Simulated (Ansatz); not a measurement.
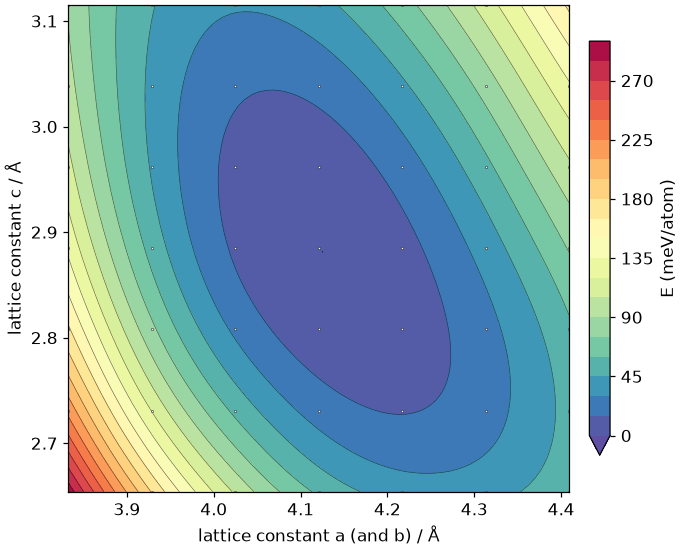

Al₂Cu (P4/mmm, No. 123; 3 atoms in the cell). The energy is mapped over the lattice constants a and c of the conventional cell. The first coordinate is: lattice constant a (and b); the second: lattice constant c. Nothing is relaxed (symmetry fixes all fractional coordinates). The grid has 7 × 7 points. Points are written as (first, second). Energies: meV/atom, counted from the lowest grid point. These are results of DFT PBE, scalar-relativistic, plane waves, PAW in Ansatz, not measurements. Settings: cutoff 520 eV, k-mesh 10×10×14 in the order of the run's cell vectors, gaussian smearing 0.15 eV, no spin polarisation.

In the figure: filled contours, dots at the grid points. Between grid points the surface is interpolated.

The lowest grid point is at (4.121 Å, 2.885 Å). It is the only kind of minimum in the scanned range. The highest grid point, (3.833 Å, 2.654 Å), lies 294 meV/atom above the lowest. Round the minimum the valley is somewhat tilted: raising lattice constant a (and b) shifts the best value of lattice constant c downwards (coupling k₁₂/√(k₁₁k₂₂) about 0.5).

The level of theory is changed to Ansatz, DFT LDA, scalar-relativistic, plane waves, PAW; with it change the cell, relaxed at the new level (first cell vector 4.042 Å, before 4.121 Å); the new grid has 7 × 7 points, laid about the new relaxed structure.

What will the new map look like?

The minimum (interpolated where it lies between grid points) moves from (4.121 Å, 2.885 Å) to (4.042 Å, 2.821 Å). The curvature at the minimum changes from about 7.2 to 8.5 eV/Å² along lattice constant a (and b) and from about 5.5 to 6.5 eV/Å² along lattice constant c (per cell).

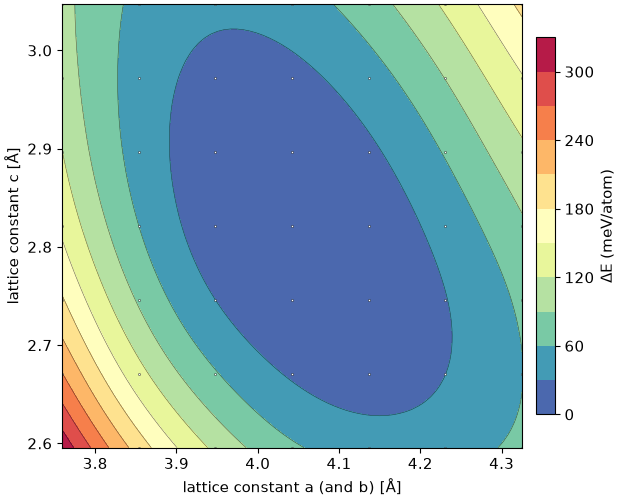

The map after the change, on a colour scale of its own. Drawn: filled contours, dots at the grid points. Between grid points the surface is interpolated.

PAW datasets: the set soft_1.
